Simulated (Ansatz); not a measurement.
La₂O₃

Input file:

```
crystal:
  lattice:
    - [3.9568102782, 0.0, 0.0]
    - [-1.9784051391, 3.4266982189, 0.0]
    - [0.0, 0.0, 6.152431213]
  atoms:
    - { symbol: La, position: [0.3333333333, 0.6666666667, 0.24623568] }
    - { symbol: La, position: [0.6666666667, 0.3333333333, 0.75376432] }
    - { symbol: O, position: [0.0, 0.0, 0.0] }
    - { symbol: O, position: [0.3333333333, 0.6666666667, 0.64589065] }
    - { symbol: O, position: [0.6666666667, 0.3333333333, 0.35410935] }
hamiltonian:
  xc: pbe
  pseudopotentials: { kind: paw }
kpoints:
  mp_grid: { grid: [8, 8, 5] }
scf:
  occupations: { method: fermi_dirac, width: 0.05 }
output:
  forces: true
  stress: true
  eigenvalues: true
  write_density: true
  write_potential: true
  elf: true
  volumetric_format: npy
```

Run with:

```sh
ansatz run input.yaml --threads 2 --pin off --max-ram 5120MiB --backend cpu --events-out ev --progress --plain --runs-dir out
```

Below, planes, directions and counts refer to the conventional cell (a = 3.96 Å, b = 3.96 Å, c = 6.15 Å, α = 90.00°, β = 90.00°, γ = 120.00°).

Space group P-3m1; a structure from a database of computed crystals, not necessarily the ambient phase.

All numbers below come from Kohn-Sham DFT of a periodic cell, PBE, Ansatz PAW (Ansatz).

What will maps of the valence pseudo-density and electron localisation function show?

La–O (2.46 Å): ρ at the midpoint is about 0.42 e/Å³; the ELF is about 0.25 at the midpoint; a largely ionic contact.

Metal or insulator at this level of theory?

It is gapped, with a Kohn–Sham gap of 3.8 eV on the k-point mesh, an upper bound to the gap of this method.

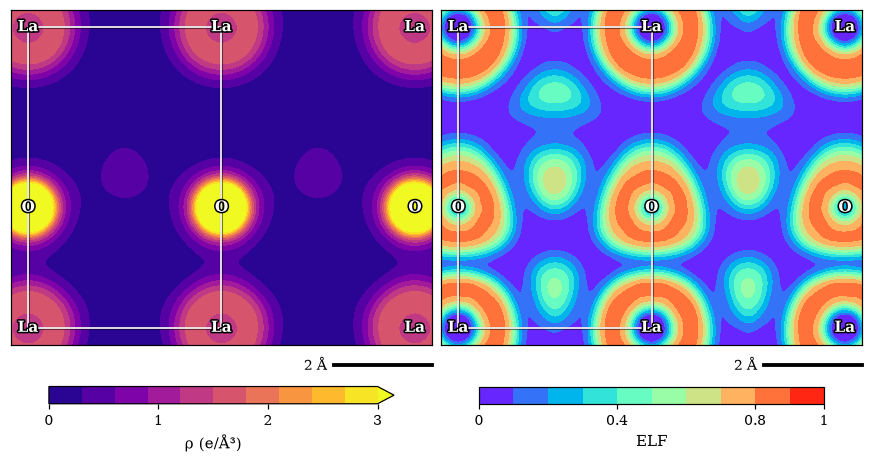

Computed valence pseudo-density and electron localisation function on the (100) plane of the conventional cell, in this order. 

Core electrons are frozen (PAW), and the valence fields are smoothed inside the atomic spheres.
